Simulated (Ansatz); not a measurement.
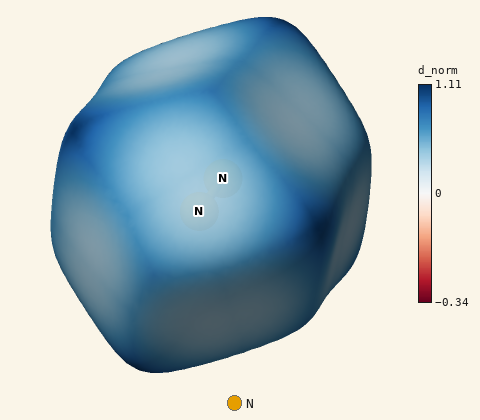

Hirshfeld surface computed for the N₂ molecule in N in space group Pa-3, coloured by d_norm.

The surface is where the fragment's share of the procrystal density (the sum of the densities of spherically averaged neutral Hartree-Fock atoms) equals one half. d_i and d_e are the distances from the surface to the nearest nucleus inside and outside; d_norm adds both, each measured against its van der Waals radius (Alvarez: N 1.66 Å), so red marks contacts shorter than the sum of radii, white equal and blue longer.

The cell is taken from coordinates from a relaxation with Ansatz, DFT PBE, scalar-relativistic, plane waves, PAW.

```cif
data_structure
_symmetry_space_group_name_H-M 'Pa-3'
_symmetry_Int_Tables_number 205
_cell_length_a 6.0824
_cell_length_b 6.0824
_cell_length_c 6.0824
_cell_angle_alpha 90.000
_cell_angle_beta 90.000
_cell_angle_gamma 90.000
_cell_volume 225.02
loop_
_atom_site_label
_atom_site_type_symbol
_atom_site_symmetry_multiplicity
_atom_site_Wyckoff_symbol
_atom_site_fract_x
_atom_site_fract_y
_atom_site_fract_z
_atom_site_occupancy
N1 N 8 c 0.05229 0.05229 0.05229 1
```

Which contact with the surroundings is the closest relative to the atoms' sizes?

Answer. N···N at 3.88 Å, 117 % of the sum of the van der Waals radii.

How is the surface shared among contacts (both directions of a pair summed)?

Answer. N···N 100 %.

Give the size and shape of the surface.

Answer. It encloses about 53 Å³, has an area of about 71 Å² and a globularity of 0.96 (1 for a sphere).
